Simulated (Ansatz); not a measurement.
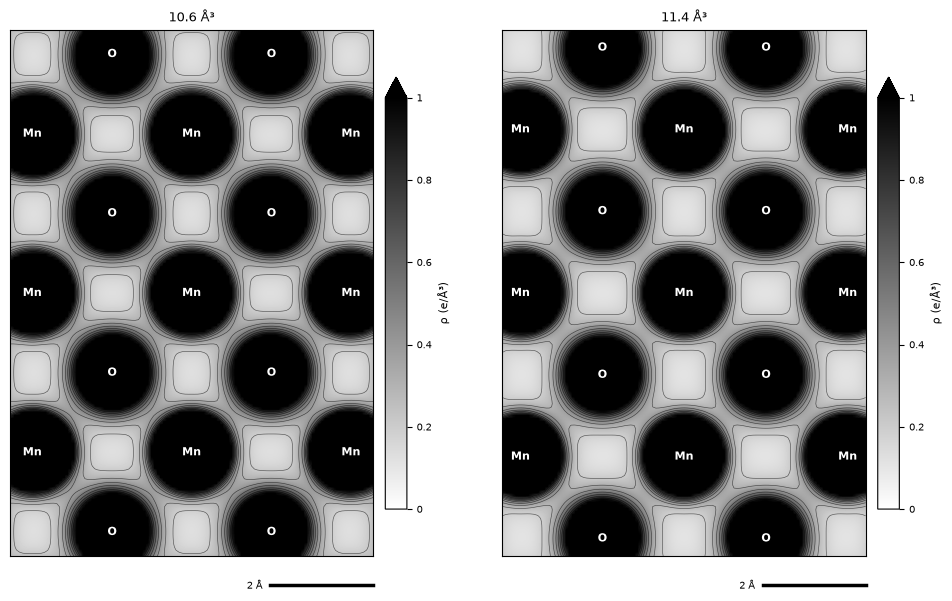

MnO. The valence electron density of cells scaled evenly to different volumes (given per atom above each panel), on the (101) plane of each (indices in the axes of the cell below), at one length scale and on one colour scale.

A structure from a database of computed crystals, not necessarily the ambient phase; spin-polarised.

These are results of Kohn-Sham DFT of a periodic cell, revPBE, Ansatz PAW (Ansatz 0.2.0), not measurements.

In a PAW calculation such maps are meaningful between the atoms, not at the nuclei.

The largest cell:

```yaml
crystal:
  lattice:
    - [0.00000, 2.25317, 2.25317]
    - [2.25317, 0.00000, 2.25317]
    - [2.25317, 2.25317, 0.00000]
  atoms:
    - { symbol: Mn, position: [0.00000, 0.00000, 0.00000] }
    - { symbol: O, position: [0.50000, 0.50000, 0.50000] }
```

| volume (Å³/atom) | Mn–O contact in the plane (Å) | ρ at its midpoint (e/Å³) | pressure (GPa) | largest moment (μB) | 
| --- | --- | --- | --- | --- |
| 10.56 | 2.194 | 0.384 | 9.9 | 4.01 | 
| 11.00 | 2.224 | ? | ? | ? | 
| 11.44 | 2.253 | 0.339 | −0.2 | 4.17 | 

Question: What values belong in the row with question marks?

Answer: Over the known rows ln ρ falls by 2.11 per Å of Mn–O distance (the line through the two), which gives 0.360 e/Å³ at 2.224 Å; the calculation gives 0.360 e/Å³. For the pressure, a straight line in volume between the neighbouring rows gives 4.9 GPa; the calculation gives 4.2, lower because pressure rises ever faster on compression. For the largest moment, a straight line in volume between the neighbouring rows gives 4.09 μB; the calculation gives 4.09.
